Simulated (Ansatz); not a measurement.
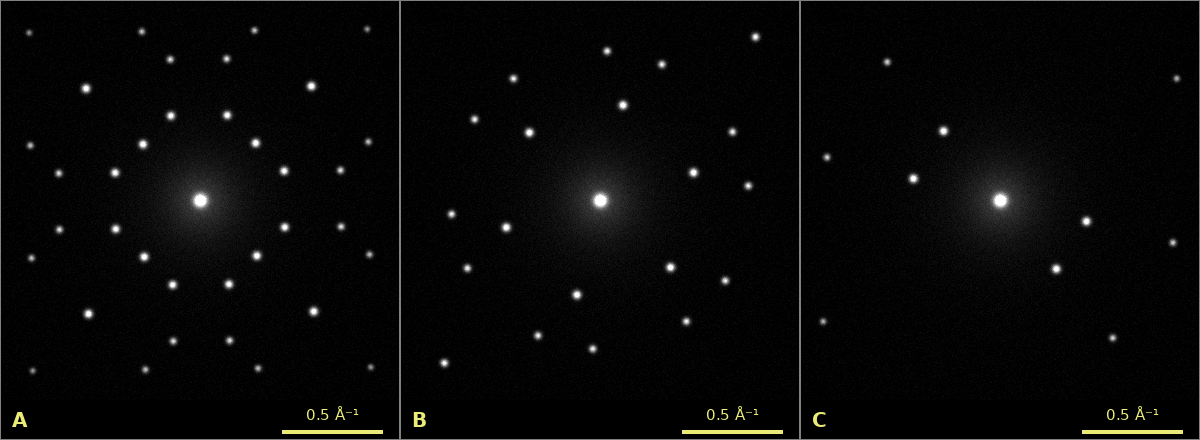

Simulated selected-area electron diffraction patterns (120 kV, kinematic approximation, thin crystal, B = 0.5 Å² for all atoms).

All three come from Zn, space group Pm-3n (No. 223), a = 5.02 Å. Structure: the input geometry of an electronic-structure calculation (not necessarily at equilibrium); the starting structure was generated, so it need not be a known form of this composition.

| atom | site | symmetry | x | y | z |
| --- | --- | --- | --- | --- | --- |
| Zn | 2a | m-3. | 0.0000 | 0.0000 | 0.0000 |
| Zn | 6c | -4m.2 | 0.2500 | 0.0000 | 0.5000 |

Q: Assign the zone axes [001], [111], [221] to A, B and C.

A: A is [001]: square net of 1 0 0 (itself extinct) at d = 5.02 Å and 0 1 0 (itself extinct) at d = 5.02 Å, at 90.0°. B is [111]: hexagonal net of -1 0 1 (itself too weak to see) at d = 3.55 Å and 0 -1 1 (itself too weak to see) at d = 3.55 Å, at 60.0°. C is [221]: centred rectangular net of 1 -1 0 (itself too weak to see) at d = 3.55 Å and 1 0 -2 at d = 2.25 Å, at 71.6°.
